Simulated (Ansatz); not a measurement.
Sn4S9 (cell with a defect)

```
Sn S
1.0
    -5.55469   -3.20700   -6.82768
     0.00000    6.41400   -6.82768
     5.55469   -3.20700   -6.82768
Sn S
8 18
Direct
  0.66635 0.32967 0.99979
  0.33316 0.00010 0.66727
  0.66839 0.67036 0.66646
  0.33418 0.32977 0.33212
  0.00150 0.99993 0.99883
  0.33454 0.66570 0.00030
  0.00017 0.33441 0.66592
  0.00062 0.67038 0.33416
  0.48058 0.15405 0.14678
  0.48411 0.48488 0.81462
  0.14712 0.15023 0.48411
  0.49233 0.82791 0.48297
  0.14877 0.48507 0.14985
  0.81814 0.15029 0.81290
  0.15062 0.81630 0.81635
  0.81711 0.48558 0.48302
  0.81721 0.82765 0.15812
  0.18742 0.84976 0.18241
  0.18404 0.18385 0.84988
  0.85371 0.84650 0.51957
  0.18609 0.51511 0.51634
  0.84208 0.17146 0.18362
  0.51662 0.84966 0.85341
  0.85061 0.51499 0.85192
  0.51756 0.17203 0.50832
  0.51765 0.51435 0.18339
```

Spin-polarised.

All numbers below come from DFT PBE, scalar-relativistic, plane waves, PAW (Ansatz 0.2.0).

Question: What can the converged valence pseudo-density, electron localisation function and spin density tell about the bonding?

Answer: Sn–S (2.56 Å): ρ is about 0.46 e/Å³ halfway; the ELF peaks at about 0.90 in the valence shell of S, 0.8 Å from its nucleus, and is about 0.55 at the midpoint.
Sn–S (2.61 Å): the density is about 0.42 e/Å³ at the midpoint; the ELF peaks at about 0.85 in the valence shell of S, 0.8 Å from its nucleus, and is about 0.55 at the midpoint.
The spin density sits on S: +0.4 μB (×6) in one cell of 26 atoms: parallel main moments (a ferromagnetic arrangement) in this solution. The cell of the calculation (26 atoms) carries 4.0 μB of net spin moment.

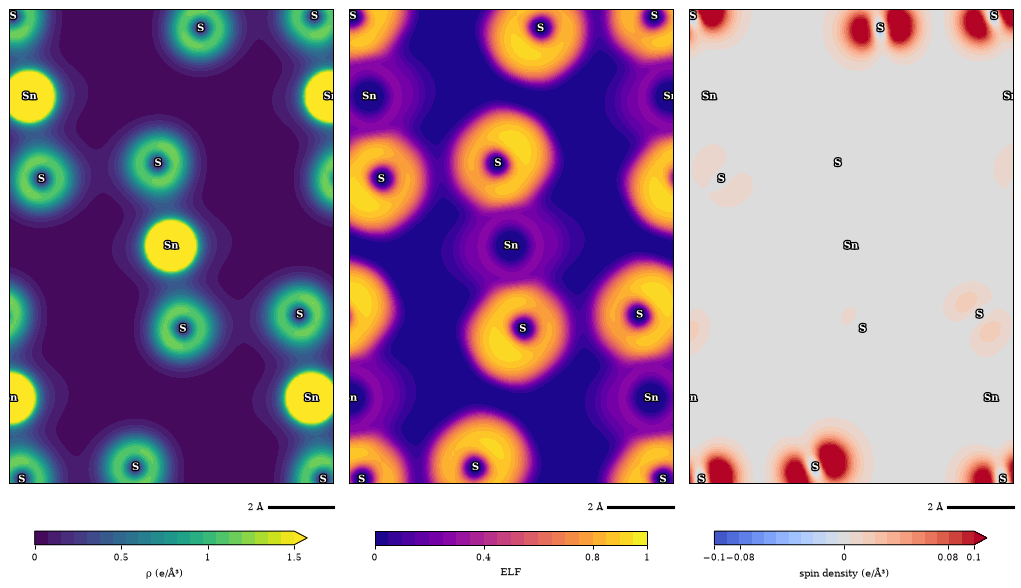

Computed valence pseudo-density, electron localisation function and spin density on the (011̄) plane of the calculation cell, in this order. 

The density is the valence pseudo-density of a PAW calculation; it isn't the true density close to the nuclei.
